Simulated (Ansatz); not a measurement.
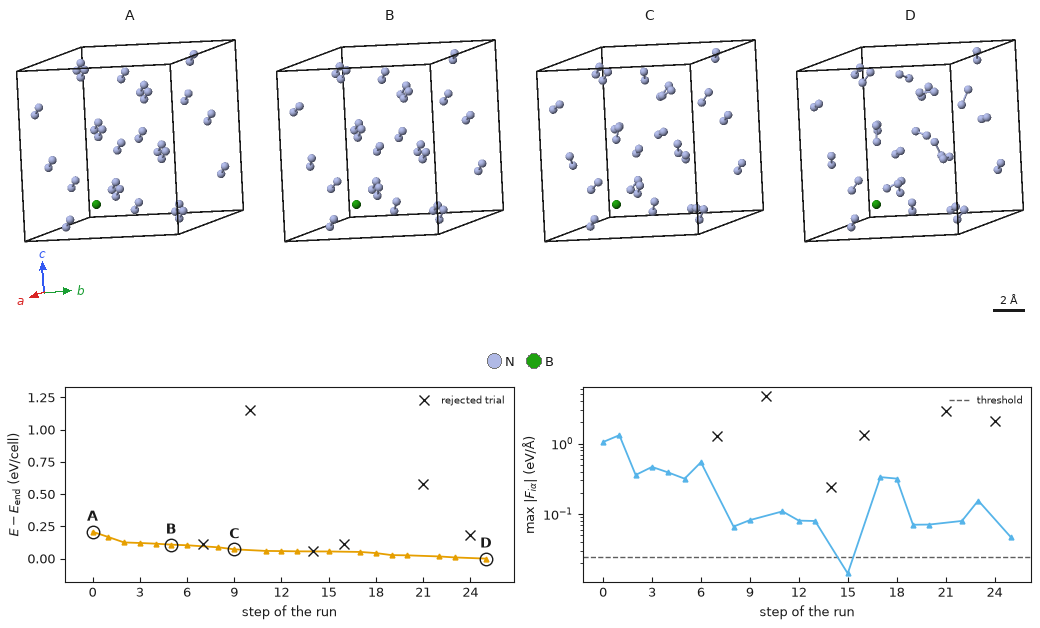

Frames of a relaxation of a defect cell of composition BN48, marked on the history of the run. Style: ball-and-stick. Shown: the cell of the calculation, slightly off an axis.

Case: B interstitial, charge +0, atoms relaxed at the host's cell.

The calculation used DFT PBEsol, scalar-relativistic, plane waves, PAW in Ansatz. Set-up: plane-wave cutoff 420 eV; k-point mesh 2 × 2 × 2; occupations gaussian; smearing width 0.01 eV; mesh shifted by (0.5, 0.5, 0.5); collinear spin; atoms relaxed in a fixed cell; force threshold 0.025 eV/Å; at most 45 steps.

### Describe the path.

The run was cut off at its time limit before the relaxation converged, so the last structure is only a point on the way. The largest moves, 0.57 Å, are those of N atoms. B stays in place. The cell doesn't change. The energy falls by 0.208 eV per cell of the calculation in 19 accepted moves (25 points after the start). Largest force component: 1.1 eV/Å at the start, 0.047 eV/Å at the end. The line search rejected the trial steps at points 7, 10, 14, 16, 21, 24 of the run. The forces were under the threshold at step 15, but the run went on from there. From step 0 to 5: N atoms move most (0.27 Å), energy −0.100 eV per cell of the calculation. From step 5 to 9: N atoms move most (0.21 Å), energy −36.2 meV per cell of the calculation. From step 9 to 25: N atoms move most (0.34 Å), energy −72.1 meV per cell of the calculation.

```tsv
step	E − E(0), meV/atom	largest force component, eV/Å	note
0	0.00	1.0521	
1	-0.83	1.3170	
2	-1.69	0.3590	
3	-1.77	0.4671	
4	-1.88	0.3895	
5	-2.04	0.3180	
6	-2.14	0.5442	
7	-1.90	1.2919	rejected
8	-2.46	0.0666	
9	-2.78	0.0822	
10	19.21	4.7890	rejected
11	-3.03	0.1094	
12	-3.06	0.0809	
13	-3.10	0.0799	
14	-3.08	0.2450	rejected
15	-3.12	0.0144	
16	-2.00	1.3033	rejected
17	-3.19	0.3349	
18	-3.37	0.3190	
19	-3.70	0.0707	
20	-3.73	0.0711	
21	7.51	2.9303	rejected
22	-3.90	0.0800	
23	-4.06	0.1555	
24	-0.47	2.0917	rejected
25	-4.25	0.0471
```
